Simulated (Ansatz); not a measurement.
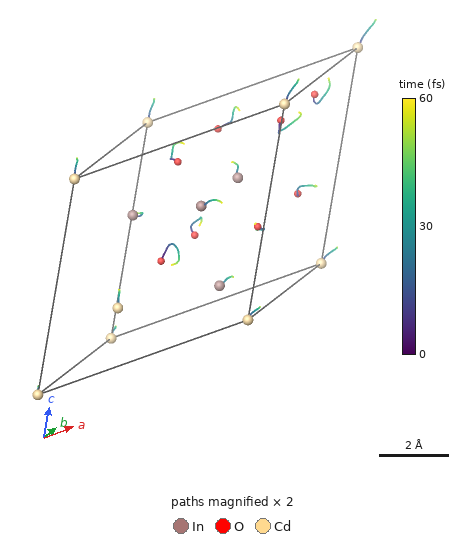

First-principles dynamics of a 14-atom cell of CdIn₂O₄ (set up in Fd-3m), 60 fs long. Lines trace each atom's path, coloured by time; spheres stand at the starting positions. The excursions are magnified 2 times. Seen slightly off an axis in the reduced simulation cell.

Computed with DFT, PAW plane waves, PBE (Ansatz). Run with plane-wave cutoff 420 eV; k-point mesh 3 × 3 × 3; Gaussian smearing 0.1 eV; Langevin thermostat and barostat (NPT); set temperature 1200 K; time step 1 fs; target pressure 0 GPa.

Question: What do the traces tell about the motion?

Answer: In the second half of the run the atoms are, in the root-mean-square, this far from where they began (common drift taken out): O 0.20 Å, Cd 0.17 Å, In 0.16 Å. The run lasts only 60 fs, too short to tell vibration from diffusion.
